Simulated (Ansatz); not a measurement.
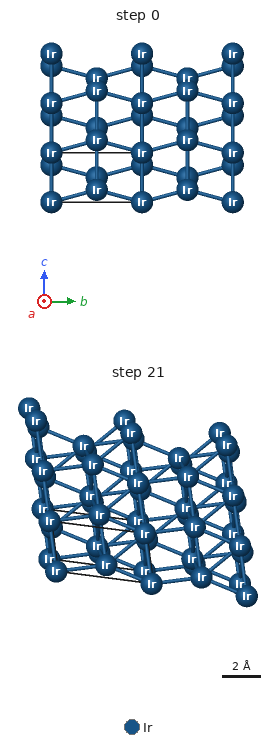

The structure of crystalline Ir (a generated structure, set up in I4_1/amd) before (top) and after (bottom) a relaxation, at one scale.

The picture is a ball-and-stick view of the conventional cell (2 times the calculation's cell), repeated 1 × 2 × 3 with one cell outlined, seen along the a axis. Lengths and directions refer to the drawn axes.

Phase: beta-Sn type.

All numbers below come from DFT, RPBE, plane waves (420 eV) with PAW, scalar-relativistic in Ansatz 0.2.0. (plane-wave cutoff 420 eV; k-point mesh 14 × 14 × 9; occupations fermi dirac; smearing width 0.1 eV; no spin polarisation; cell and atoms relaxed; force threshold 0.01 eV/Å; at most 60 steps)

Question: Describe what moved and what it gained.

Answer: Over 18 accepted moves (21 points after the start) the energy falls by 0.778 eV per cell of the calculation. The largest force component goes from 0.0032 to under 0.0001 eV/Å. The pressure goes from 33.31 to 0.00 GPa. At 3 points the geometry stayed and the basis and grid were re-selected for the new cell (energy shift of 63.7 meV per cell of the calculation at most each time). The largest moves relative to the cell, 0.15 Å, are those of Ir atoms. The volume changes by +7.8 %, with a = b 4.775 → 5.071 Å (+6.2 %), c 2.607 → 2.693 Å (+3.3 %), α 90.0° → 105.4°, β 90.0° → 105.4°, γ 90.0° → 80.9°. Near-neighbour distances that change, for instance: Ir–Ir 3.086 → 2.625 Å, Ir–Ir 2.475 → 2.655 Å, Ir–Ir 2.475 → 2.625 Å, Ir–Ir 2.607 → 2.693 Å. Bond angles that change, for instance: Ir–Ir–Ir 94.0° → 118.3°, Ir–Ir–Ir 105.3° → 120.9°, Ir–Ir–Ir 74.7° → 59.1°. The space group (tolerance 0.01 Å) goes from I4_1/amd (No. 141) to Cmcm (No. 63). The run took 98 s on 2 threads of Intel(R) Xeon(R) 6975P-C (Granite Rapids), on a shared host, peak memory 0.67 GiB.
